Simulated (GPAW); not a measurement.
This input was run:

```python
from ase import Atoms
from ase.dft.bandgap import bandgap
from ase.io import write
from ase.units import GPa
from ase.parallel import parprint
from gpaw import GPAW, PW, setup_paths

setup_paths.insert(0, '.')

atoms = Atoms(['Ti', 'Ti', 'O', 'O', 'O', 'O'],
              cell=[[-1.8921, 1.8921, 4.7573],
                    [1.8921, -1.8921, 4.7573],
                    [1.8921, 1.8921, -4.7573]],
              scaled_positions=[[0.75, 0.25, 0.5],
                                [0.0, 0.0, 0.0],
                                [0.7919, 0.7919, 0.0],
                                [0.5419, 0.0419, 0.5],
                                [0.9581, 0.4581, 0.5],
                                [0.2081, 0.2081, 0.0]],
              pbc=True)

calc = GPAW(mode=PW(800),
            xc='PBEsol',
            kpts={'size': (7, 7, 7), 'gamma': True},
            occupations={'name': 'fermi-dirac', 'width': 0.05},
            nbands=43,
            convergence={'density': 1e-05, 'energy': 1e-05},
            maxiter=150,
            txt='gpaw.txt')
atoms.calc = calc
energy = atoms.get_potential_energy()
forces = atoms.get_forces()
stress = atoms.get_stress()
calc.write('gs.gpw')
write('result.traj', atoms)
parprint(f'Energy: {energy:.6f} eV')
parprint('Forces (eV/A):')
parprint(forces.round(4))
parprint('Stress (GPa):', (stress / GPa).round(3))
parprint('Fermi level:', round(calc.get_fermi_level(), 4), 'eV')
parprint(f'Gap: {bandgap(calc)[0]:.4f} eV, direct: {bandgap(calc, direct=True)[0]:.4f} eV')

path = atoms.cell.bandpath('GXYSGZS1NPY1Z,XP', npoints=60, eps=1e-4)
bs_calc = calc.fixed_density(kpts=path, symmetry='off', nbands=61,
                             convergence={'bands': 'CBM+6.0', 'eigenstates': 1e-6}, txt='bands.txt')
bs = bs_calc.band_structure()
bs.write('bs.json')
parprint(f'Gap on the path: {bandgap(bs_calc)[0]:.4f} eV')
```

System: anatase TiO₂, space group I4_1/amd, 6 atoms in the primitive cell.

GPAW; PBEsol, PAW data sets generated in the run's folder for this functional, no spin polarisation, no spin-orbit coupling, 7×7×7 k mesh, 800 eV cutoff.

Predict the main features of the band structure. The path is Γ–X|Y–Σ–Γ–Z–Σ1–N–P–Y1–Z|X–P.

A semiconductor. The gap along this path is 2.08 eV and indirect, from the valence-band top between Γ and X to the conduction-band bottom at Γ; the smallest direct gap is 2.42 eV, between Γ and Z. At Y1 the top valence band lies only 0.09 eV lower. The top valence band spans 0.8 eV and the lowest conduction band 1.5 eV. The direct gaps are 3.88 eV at N, 3.41 eV at Y1 and 2.57 eV at Z.

LDA, GGA and most meta-GGA functionals understate gaps. In reduced coordinates of the cell that was run, X is (−0.5, 0.5, 0), Y is (−0.5, 0.5, −0.079), Σ is (−0.29, 0.29, −0.29), Z is (0.5, 0.5, −0.5), Σ1 is (0.29, 0.71, −0.71), N is (0, 0.5, −0.5), P is (−0.25, 0.75, −0.25) and Y1 is (0.079, 0.921, −0.5).

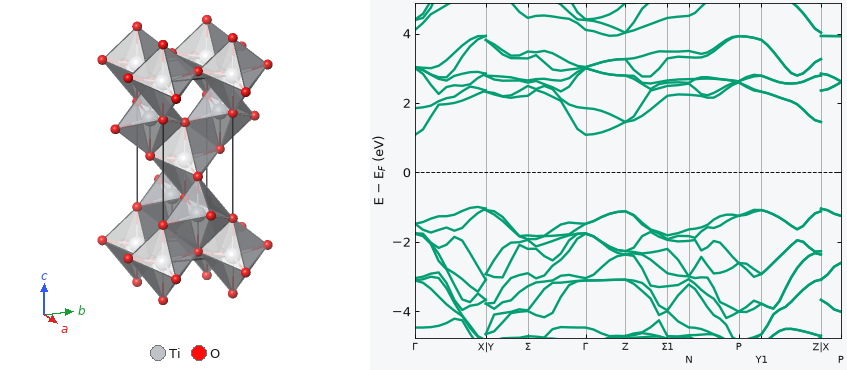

Band structure, beside the structure. Energies are counted from the Fermi level. The path has few k points, so lines between them are rough.
